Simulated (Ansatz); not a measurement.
## Electronic structure of GaN in real space

Input file:

```
crystal:
  lattice:
    - [0.0, 2.2230441631, 2.2230441631]
    - [2.2230441631, 0.0, 2.2230441631]
    - [2.2230441631, 2.2230441631, 0.0]
  atoms:
    - { symbol: Ga, position: [0.0, 0.0, 0.0] }
    - { symbol: "N", position: [0.25, 0.25, 0.25] }
hamiltonian:
  xc: b3lyp5
  pseudopotentials: { kind: paw }
kpoints:
  mp_grid: { grid: [5, 5, 5] }
scf:
  occupations: { method: fermi_dirac, width: 0.05 }
output:
  forces: true
  stress: true
  eigenvalues: true
  write_density: true
  write_potential: true
  elf: true
  volumetric_format: npy
```

Launched as:

```sh
ansatz run input.yaml --threads 2 --pin off --max-ram 5632MiB --backend cpu --events-out ev --progress --plain --runs-dir out
```

Below, planes, directions and counts refer to the conventional cell (a = 4.45 Å, b = 4.45 Å, c = 4.45 Å, α = 90.00°, β = 90.00°, γ = 90.00°).

Space group F-43m; a structure from a database of computed crystals, not necessarily the ambient phase; computed pressure about 13 GPa in this cell.

Level of theory: Ansatz, Kohn-Sham DFT of a periodic cell, B3LYP5, Ansatz PAW.

In a PAW calculation such maps are meaningful between the atoms, not at the nuclei.

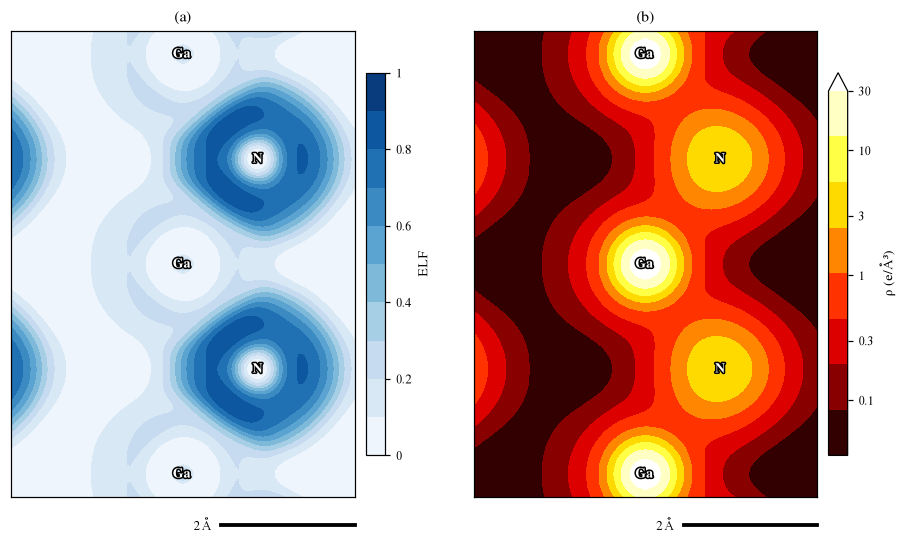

Figure 1. (a) ELF; (b) valence charge density (pseudo) on the (101) plane of the conventional cell.

Q: What do the fields say about this system?

A:
- Atoms in the plane: Ga and N.
- Ga–N (1.93 Å): ρ is about 0.78 e/Å³ halfway; the ELF peaks at about 0.85 in the valence shell of N, 0.7 Å from its nucleus, and is about 0.50 at the midpoint.
- Between the atoms the lowest density in this plane is 0.04 e/Å³.

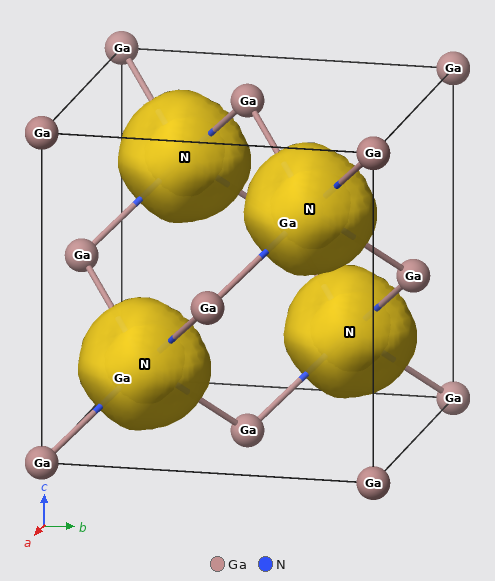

Figure 2. Isosurface of the ELF at 0.75 (yellow), seen slightly off an axis. Core shells and regions of very low density are left out. Sticks mark near contacts.

Q: Where are the electrons localised?

A: At this value the surface marks out four regions wrapped around N (the valence shell of each), counted in one cell of 8 atoms. Regions shared between cells count once.

Q: Metal or insulator at this level of theory?

A: It is gapped, with a Kohn–Sham gap of 3.7 eV on the k-point mesh, an upper bound to the gap of this method.
